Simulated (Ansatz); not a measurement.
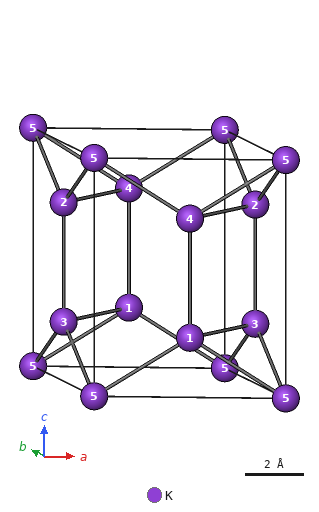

This is the input geometry for a relaxation of a crystal of K (built on the database_65 type). The picture is a ball-and-stick view of the cell of the calculation, seen slightly off an axis.

Case: structure reported for this formula (Cmmm, No. 65).

Theory: DFT PBE, scalar-relativistic, plane waves, PAW (Ansatz).

Input file:
```yaml
crystal:
  lattice:
    - [3.701, -5.524, 0.0]
    - [3.701, 5.524, 0.0]
    - [0.0, 0.0, 8.367]
  atoms:
    - { symbol: K, position: [0.5, 0.0, 0.25] }
    - { symbol: K, position: [0.0, 0.5, 0.75] }
    - { symbol: K, position: [0.0, 0.5, 0.25] }
    - { symbol: K, position: [0.5, 0.0, 0.75] }
    - { symbol: K, position: [0.0, 0.0, 0.0] }
basis:
  ecutwfc: 420
kpoints:
  mp_grid: { grid: [6, 6, 6] }
hamiltonian:
  xc: pbe
scf:
  occupations: { method: gaussian, width: 0.1 }
output:
  forces: true
  stress: true
  eigenvalues: true
relax:
  adjacent_minimum: "off"
  f_tol: 0.01
  max_steps: 80
  cell: { stress_tol: 0.05 }
```

What does the optimiser find from here?

After 16 accepted moves (18 points after the start) the energy has fallen by 169 meV per atom. Largest force component: 0.24 eV/Å at the start, 0.00097 eV/Å at the end. The pressure goes from 1.40 to 0.00 GPa. The SCF was repeated twice at an unchanged geometry on a basis and grid sized afresh for the cell, which shifted the energy by 7.5 meV per atom at most. The largest moves relative to the cell, 0.68 Å, are those of K1, K2, K3 and K4. K2 goes along −c. Cell: a = b 6.649 → 6.087 Å (−8.5 %), c 8.367 → 11.409 Å (+36.4 %), γ 112.4° → 90.0°. Volume +23.5 %. Some distances before and after: K1–K3 5.524 → 4.304 Å, K1–K5 3.928 → 4.666 Å, K1–K3 (another image) 3.701 → 4.304 Å, K1–K4 4.184 → 4.336 Å. New bonds form: K1–K3 (5.52 → 4.30 Å), K2–K4 (5.52 → 4.30 Å). The space group (tolerance 0.01 Å) goes from Cmmm (No. 65) to P4/mmm (No. 123).

The end point in the same view:

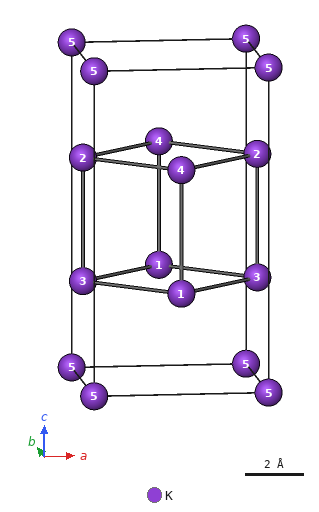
